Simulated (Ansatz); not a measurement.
# AlP (slab): what the fields show

Input file:

```
crystal:
  lattice:
    - [3.8938964361, 0.0, 0.0]
    - [-1.9469482181, 3.3722132334, 0.0]
    - [0.0, 0.0, 25.3328976613]
  atoms:
    - { symbol: P, position: [0.0, 0.0, 0.2960577231] }
    - { symbol: Al, position: [0.3333333333, 0.6666666667, 0.327433458] }
    - { symbol: P, position: [0.3333333333, 0.6666666667, 0.4215606627] }
    - { symbol: Al, position: [0.6666666667, 0.3333333333, 0.4529363976] }
    - { symbol: P, position: [0.6666666667, 0.3333333333, 0.5470636024] }
    - { symbol: Al, position: [0.0, 0.0, 0.5784393373] }
    - { symbol: P, position: [0.0, 0.0, 0.672566542] }
    - { symbol: Al, position: [0.3333333333, 0.6666666667, 0.7039422769] }
basis:
  ecutwfc: 420
kpoints:
  mp_grid: { grid: [9, 9, 1] }
hamiltonian:
  xc: pbe
scf:
  occupations: { method: gaussian, width: 0.05 }
output:
  forces: true
  stress: true
  eigenvalues: true
  write_density: true
  write_potential: true
  elf: true
  volumetric_format: npy
efield:
  axis: 3
  dipole_correction: true
  ramp_width: 0.04
```

Launched as:

```sh
ansatz run input.yaml --threads 1 --pin off --max-ram 2560MiB --backend cpu --events-out ev --progress --plain --runs-dir out
```

Not relaxed (largest force 0.8 eV/Å).

Theory: Ansatz, DFT PBE, scalar-relativistic, plane waves, PAW.

In a PAW calculation such maps are meaningful between the atoms, not at the nuclei.

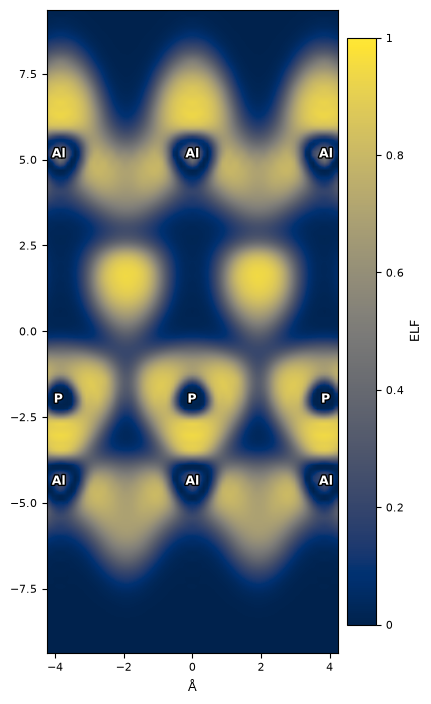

Figure 1. Electron localisation function on the (010) plane of the calculation cell, a cut from vacuum to vacuum.

Q: Interpret the plot.

A: The plane passes through Al and P nuclei.
Al–P (2.38 Å): the ELF peaks at about 0.95 between the atoms.
The ELF also peaks beside Al, away from the bonds: lone-pair regions.

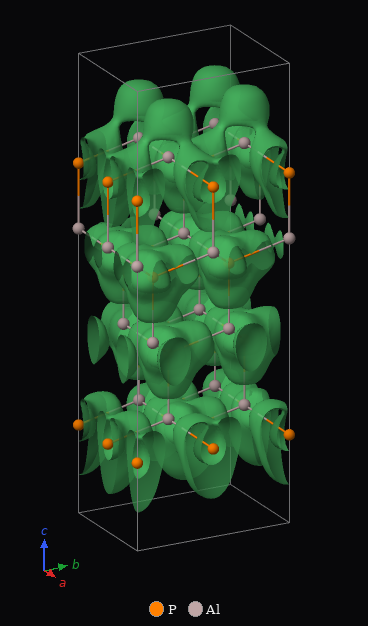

Figure 2. Isosurface of the ELF at 0.7 (green), seen slightly off an axis. Only the valence region is drawn (cores and ρ < 0.01 e/Å³ removed). Sticks mark near contacts.

Q: Identify the bonds, lone pairs and shells in this picture.

A: The ELF exceeds this value in three regions on P in which the atom's valence shell and bonds are merged and sheets that run through the cell in two directions, counted in one cell of 8 atoms. Counts are for one cell; the picture repeats the cell along the surface.

Q: Does the calculation make it a metal, or give it a gap?

A: It is gapless in this calculation (a metal or semimetal).
